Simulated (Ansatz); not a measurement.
## A series of single points on Au

System: Au (Im-3m, 1 atom in the cell).
Method: Kohn-Sham DFT of a periodic cell, r2SCAN, Ansatz PAW, no spin polarisation (Ansatz 0.2.0).

The 6 runs differ only in the geometry, by an even scaling of the cell at fixed fractional positions. The structure derives from a Materials Project entry.

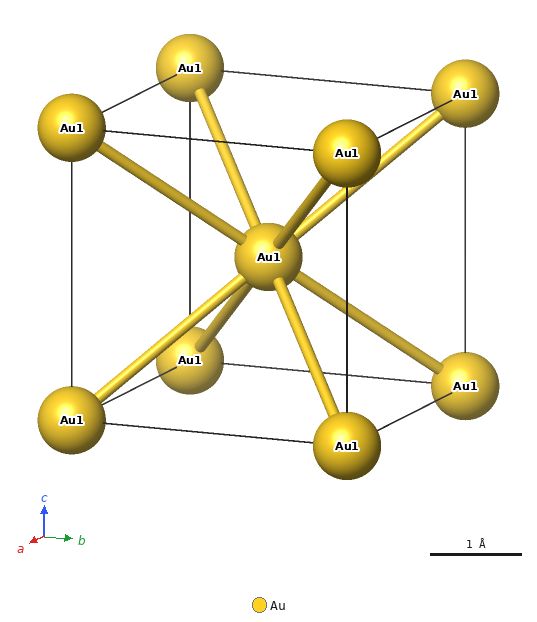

Figure 1. The structure of run 4 (ball-and-stick view of the cell 2 times as large as that of the calculation, set on its symmetry axes, seen slightly off an axis; atoms are numbered from 1 in the order of the input).

### Input of run 4
```yaml
crystal:
  lattice:
    - [-1.657269, 1.657269, 1.657269]
    - [1.657269, -1.657269, 1.657269]
    - [1.657269, 1.657269, -1.657269]
  atoms:
    - { symbol: Au, position: [0.0, 0.0, 0.0] }
hamiltonian:
  xc: r2scan
  pseudopotentials: { kind: paw }
kpoints:
  mp_grid: { grid: [11, 11, 11] }
scf:
  occupations: { method: fermi_dirac, width: 0.05 }
output:
  forces: true
  stress: true
  eigenvalues: true
```

Command:
```bash
ansatz run input.yaml --threads 2 --pin off --max-ram 5632MiB --backend cpu --events-out ev --progress --plain --runs-dir out
```

Run 3 differs from it as follows:
```diff
-    - [-1.657269, 1.657269, 1.657269]
-    - [1.657269, -1.657269, 1.657269]
-    - [1.657269, 1.657269, -1.657269]
+    - [-1.6461460541, 1.6461460541, 1.6461460541]
+    - [1.6461460541, -1.6461460541, 1.6461460541]
+    - [1.6461460541, 1.6461460541, -1.6461460541]
```

### Results, with one run withheld

| run | volume per atom (Å³) | free energy per atom, from the lowest run given (meV) | pressure (GPa) |
| --- | --- | --- | --- |
| 1 | 17.115 | 7.54 | 5.10 |
| 2 | 17.479 | 0.00 | 1.60 |
| 3 | 17.843 | ? | ? |
| 4 | 18.207 | 6.36 | −4.15 |
| 5 | 18.571 | 18.52 | −6.49 |
| 6 | 19.299 | 57.02 | −10.28 |

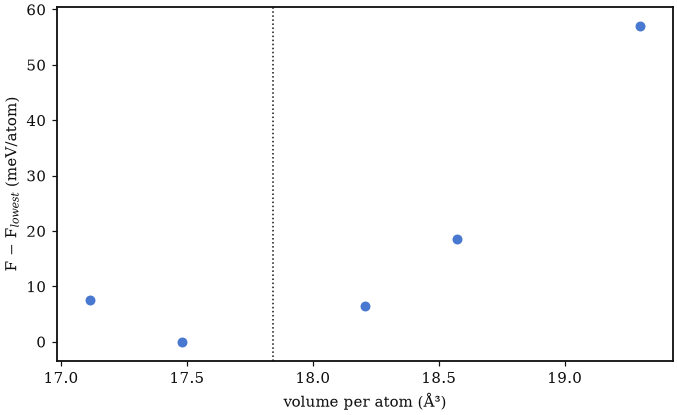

Figure 2. Free energy per atom of the runs given; the dotted line marks run 3.

Fit the runs given and predict run 3.

A cubic polynomial in V^(−2/3) (the Birch–Murnaghan form), fitted to the 5 runs given, misses them by at most 0.01 meV per atom. With x = V^(−2/3) − 0.14503 Å⁻², it reads F = 3.9686 − 4019.1 x + 8.158e+05 x² + 4.5986e+06 x³ (meV per atom). At run 3 it gives −0.08 meV per atom, and the run itself gives −0.08. The slope of the fit gives a pressure −dF/dV of −1.47 GPa there, and the run prints −1.46 GPa. The fit has its minimum at 17.663 Å³ per atom, where V d²F/dV² gives 149 GPa: the bulk modulus at this level, since symmetry fixes the shape and the positions.

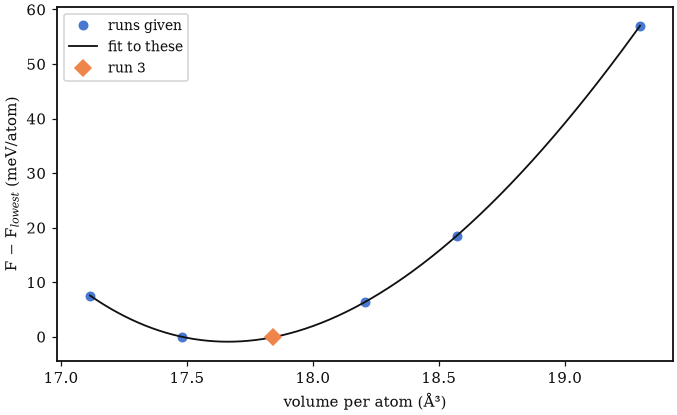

Figure 3. The fit and the withheld run.

### Output, shortened to warnings, some set-up lines, iterations and results (run 3)
```
Basis set: ecut = 500 eV, 459 PW (Γ), exchange–correlation on 96×96×96 points (64 copies of the dense FFT grid, shifted against one another)
Symmetry: 48 space group operations
k-points: 56 of 1331
Initial density: superposition of atomic densities (neutral atoms: chi_scale 0, normalization atom), corrected by the library's trained network
[...]
SCF iter   1: F=—  HF=-13163.493574 eV  |F-HF|=—  |Δ(HF+E_count)|=         —  Δρ=1.59e-2  dr2=4.71e-2  dr2_τ=3.55e-3  ethr=1.77e-3  ⟨swp⟩=5.3  Hψ=4096  notcnv=0
SCF iter   2: F=—  HF=-13163.483182 eV  |F-HF|=—  |Δ(HF+E_count)|=   1.04e-2  Δρ=6.26e-3  dr2=6.76e-3  dr2_τ=1.22e-3  ethr=2.48e-4  ⟨swp⟩=2.0  Hψ=1461  notcnv=0  defer=20
SCF iter   3: F=—  HF=-13163.483784 eV  |F-HF|=—  |Δ(HF+E_count)|=   6.02e-4  Δρ=2.32e-3  dr2=7.58e-4  dr2_τ=3.18e-5  ethr=3.56e-5  ⟨swp⟩=2.2  Hψ=1214  notcnv=0  defer=20
SCF iter   4: F=—  HF=-13163.484080 eV  |F-HF|=—  |Δ(HF+E_count)|=   2.95e-4  Δρ=6.64e-4  dr2=4.79e-5  dr2_τ=4.95e-6  ethr=3.99e-6  ⟨swp⟩=2.0  Hψ=1272  notcnv=0  defer=20
SCF iter   5: F=—  HF=-13163.484101 eV  |F-HF|=—  |Δ(HF+E_count)|=   2.16e-5  Δρ=1.71e-4  dr2=6.08e-6  dr2_τ=3.01e-7  ethr=2.52e-7  ⟨swp⟩=2.0  Hψ=1079  notcnv=0  defer=20
SCF iter   6: F=—  HF=-13163.484102 eV  |F-HF|=—  |Δ(HF+E_count)|=   1.08e-6  Δρ=3.51e-5  dr2=2.22e-7  dr2_τ=4.98e-9  ethr=3.20e-8  ⟨swp⟩=2.0  Hψ=1061  notcnv=0  defer=20
SCF iter   7: F=-13163.484102 eV  HF=-13163.484102 eV  |F-HF|=1.32e-9  |Δ(HF+E_count)|=   5.49e-9  Δρ=2.43e-6  dr2=4.95e-10  dr2_τ=3.47e-10  ethr=5.26e-10  ⟨swp⟩=6.1  Hψ=3400 …
SCF 1 converged in 7 iterations: F = -13163.484102 eV  dr2 = 4.95e-10
SCF converged after 7 iterations
Free energy (F): -13163.484102 eV
Harris-Foulkes:  -13163.484102 eV  (|F-HF|=1.32e-9)
Internal energy: -13163.478521 eV  (E = F + TS)
E sigma→0 (E₀):  -13163.481312 eV
Entropy (-TS):   -0.005581 eV (-5.581 meV/atom)
Fermi energy:    19.160804 eV
--- Per-component energies (eV) ---
  E_band       = -245.993717
  E_kinetic    = 605.196085
  E_local      = -1778.317082  (includes V_loc(G=0)·N_el)
  E_nonlocal   = 75.969188
  E_hartree    = 756.052837
  E_xc         = -217.843618
  E_vxc        = -306.361491  (∫ρ·V_xc dr)
  E_paw        = -9731.327748  (= ΣΔE_a)
  E_vpaw       = -375.497745  (= ΣTr[D̂ρ^β])
  E_aug_tail   = 0.000786  (compensation charges beyond the density's cutoff)
  E_vtau       = 20.910960  (kinetic-family band-sum trace: ∫τ·v_τ [+ j·A + Jᵃ·Aᵃ] dr)
  E_ewald      = -2873.032645
  E_core_change = -0.176324  (= ΣΔE_core)
  E_smearing   = -0.005581  (= −TS)
  E_closure    = 0.000000  (closes the sum)
  Σ components = -13163.484102   (vs F -13163.484102, Δ=0.00e0)
--- Forces (eV/Å), atoms counted from 1 ---
  atom   1  Au    -0.00000000     0.00000000     0.00000000
  max |Σ_I F_I| component: 2.18e-31 eV/Å
--- Stress (GPa, compression-positive) ---
       -1.463068      -0.000000      -0.000000
       -0.000000      -1.463068      -0.000000
        0.000000      -0.000000      -1.463068
  P = ⅓ Tr σ = -1.4631 GPa (-14.631 kbar)
```

Notes: Spin–orbit coupling is left out, which matters for Au.
